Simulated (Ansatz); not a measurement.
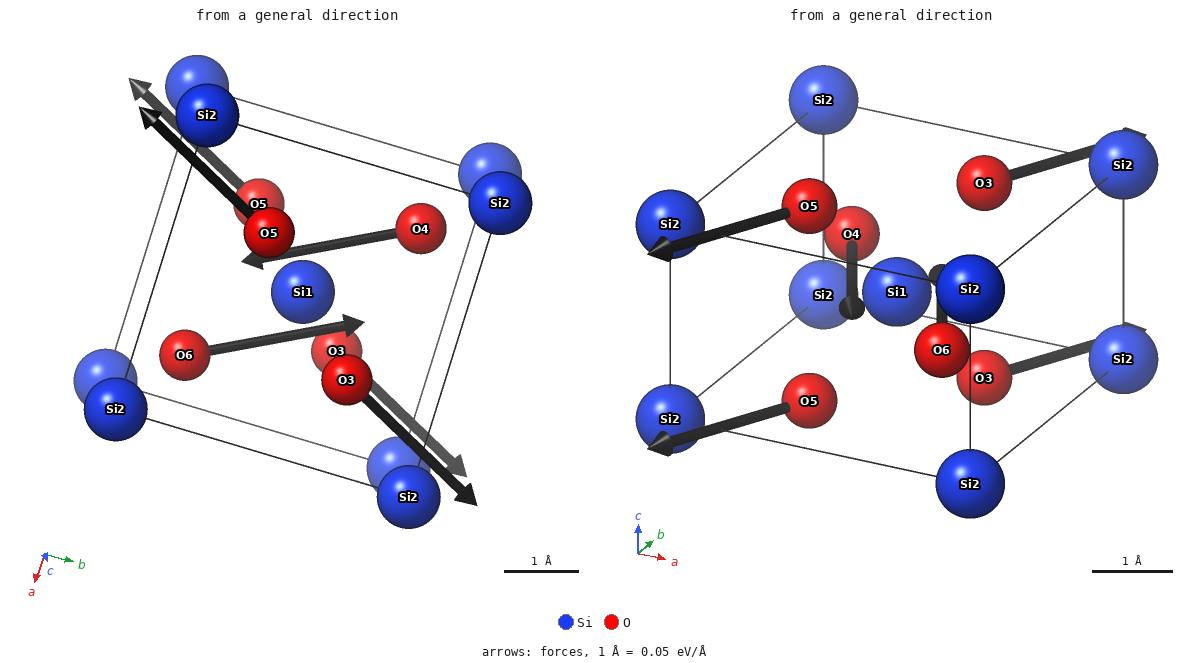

The figure gives a spheres-only picture of the atoms, viewed from two general directions. The edges of the simulation cell are marked. The arrows are the computed forces on the atoms.

System: SiO₂. Run with Ansatz, DFT PBE, scalar-relativistic, plane waves, PAW and these settings: wavefunction cutoff 420 eV, Brillouin-zone sampling on a 6×6×8 mesh, Gaussian smearing of 0.05 eV, no spin polarisation.

Q: Is the structure at a minimum of the energy?

A: No. The atoms still feel forces of up to about 0.11 eV/Å, above a usual threshold of 0.01 to 0.03 eV/Å.

Q: Identify the atom with the maximum force.

A: All O atoms, about 0.11 eV/Å.

The cell started as a structure listed in the Materials Project. The cell was then strained or its atoms displaced on purpose. It was the input of a calculation with Ansatz.
